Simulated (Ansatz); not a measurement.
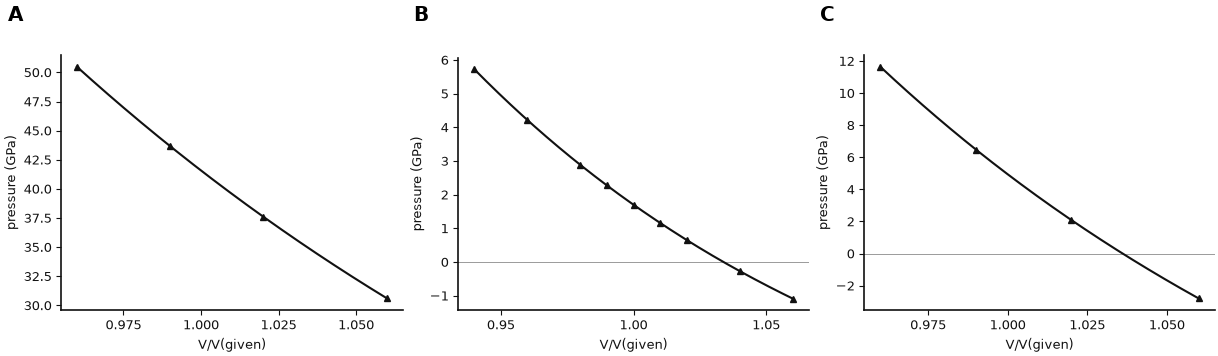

Each panel shows the pressure against V/V(given) for one of these solids: AgCl, Cmcm (No. 63), 20.4 Å³/atom; La₂O₃, P321 (No. 150), 16.4 Å³/atom; ZnO, P6_3mc (No. 186), 11.9 Å³/atom.

Method: periodic Kohn-Sham DFT of a crystal at fixed atoms, scaled to the stated factor times the given cell; pressure positive in compression, energy less spherical unpolarised free atoms (Ansatz 0.2.0). Level: PBE.

Which panel belongs to which solid?

A is La₂O₃ (pressure from 30.6 GPa to 50.5 GPa); B is AgCl (pressure from −1.085 GPa to 5.722 GPa); C is ZnO (pressure from −2.8 GPa to 11.6 GPa).

For AgCl, limits of the calculation: field gradient without spin-orbit coupling on heavy atoms; shape and atomic fractions are frozen while scaling, which makes layered, chain and framework solids too stiff.

For La₂O₃, limits of the calculation: field gradient without spin-orbit coupling on heavy atoms; no gap: field gradients move with the k mesh; no spin-orbit coupling on heavy atoms; the volumes run don't bracket the minimum of the energy, so any equilibrium value is extrapolated; shape and atomic fractions are frozen while scaling, which makes layered, chain and framework solids too stiff.

For ZnO, limits of the calculation: shape and atomic fractions are frozen while scaling, which makes layered, chain and framework solids too stiff.
